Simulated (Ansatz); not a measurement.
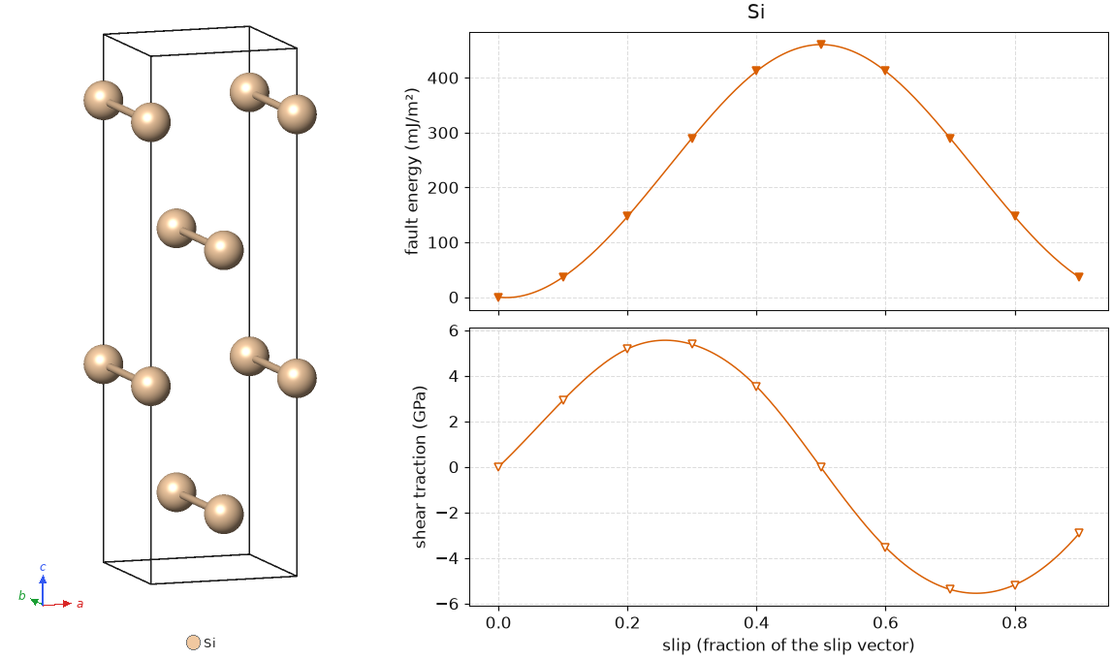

Plotted: fault energy and shear traction against slip for Si, space group P6/mmm (No. 191). The cell is drawn beside the plot.

Structure:
```xyz
4
Lattice="1.3145 -2.2768 0.0000 0.0000 0.0000 -2.4938 7.8870 4.5536 0.0000" Properties=species:S:1:pos:R:3 pbc="T T T"
Si    6.9011    3.9844    0.0000
Si    1.6431   -0.5692    0.0000
Si    2.9576    1.7076    0.0000
Si    5.5866    1.7076    0.0000
```

Computed with Ansatz 0.2.0: rigid slide of a crystal across a plane by tilting cell vector c, one fault a cell, unrelaxed, by plane-wave density functional theory with PAW datasets, free energies less that of the undisturbed cell; scalar-relativistic. Level: r2SCAN, no spin polarisation.

- wave cutoff: 500 eV
- k mesh: 22×23×7
- occupations: Gaussian
- smearing width: 0.15 eV
- k shift: (0, 0, 0) (mesh steps)
- start: relaxed
- height of the cut: 0 (fraction of cell vector c)
- slip vector: (1, 0) (multiples of cell vectors a and b)

The points at slip 0.6, 0.7, 0.8 and 0.9 follow from computed ones by symmetry.

**How high is the barrier to slip, and is there a metastable fault?**

The highest fault energy among the points, the barrier to rigid slip along this vector, is 460 mJ/m² at slip 0.5; no local minimum, hence no metastable fault, shows among the points.

**Read off the course of the shear traction.**

It goes from 0.00 GPa at slip 0.0 to −2.92 GPa at 0.9, not monotonically, with a high of 5.38 GPa at 0.3 and a low of −5.38 GPa at 0.7.

**What does the calculation give for the spacing at cut?**

2.28 Å.
